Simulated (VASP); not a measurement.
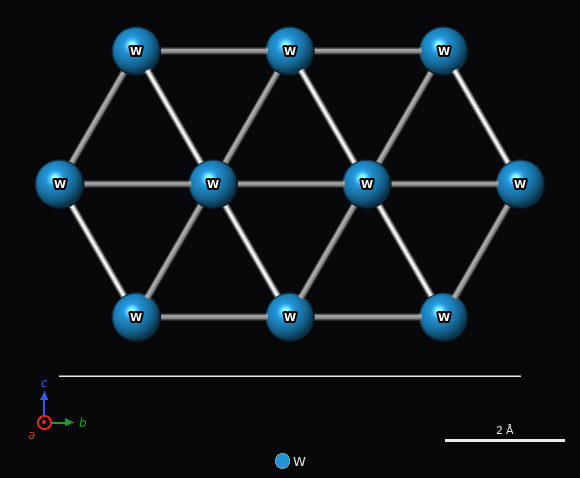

A slab of composition W, before the relaxation. Style: ball-and-stick. Shown: the 2 × 3 repeat of the cell, outlined in the plane, without the vacuum, along the a axis.

The run lets the atoms move in a fixed cell.

These are results of Kohn-Sham DFT of a periodic cell, PBE, VASP PAW PBE potentials, recommended (VASP), not measurements.

Input file:
```
ALGO = Normal
DIPOL = 0.5 0.5 0.500
EDIFF = 1E-6
EDIFFG = -0.02
ENCUT = 520
GGA = PE
IBRION = 2
IDIPOL = 3
ISIF = 2
ISMEAR = 1
KPAR = 2
LASPH = T
LCHARG = F
LDIPOL = T
LREAL = F
LWAVE = F
NELM = 80
NSW = 80
PREC = Accurate
SIGMA = 0.1
```

Command:
```bash
cat potpaw_PBE.64/W_sv/POTCAR > POTCAR
mpirun -np 2 vasp_std > vasp.out
```

The structure:
```
W
1.0
     2.75795    0.00000    0.00000
    -0.91932    2.60022    0.00000
     0.00000    0.00000   19.50372
W
3
Direct
  0.50000 0.50000 0.38454
  0.00000 0.00000 0.50000
  0.50000 0.50000 0.61546
```

### Where does the relaxation end?

The largest moves, 0.071 Å, are those of W atoms. The cell doesn't change. Among the contacts that change: W–W 2.758 → 2.700 Å, W–W 3.185 → 3.135 Å. Over 2 geometry steps the energy falls by 47.8 meV per cell of the calculation. Largest force component: 0.64 eV/Å at the start, 0.0074 eV/Å at the end.

After the run, drawn alike:

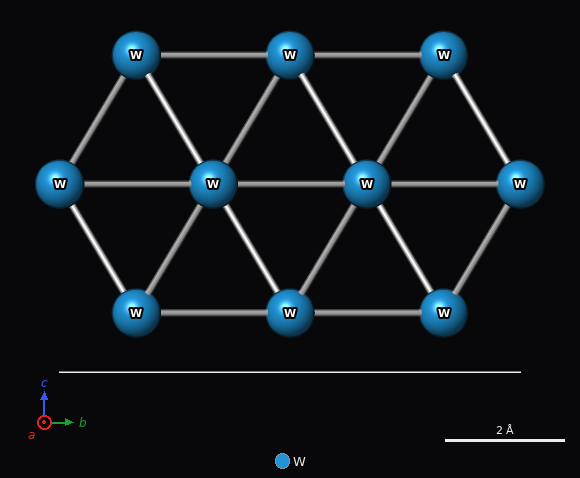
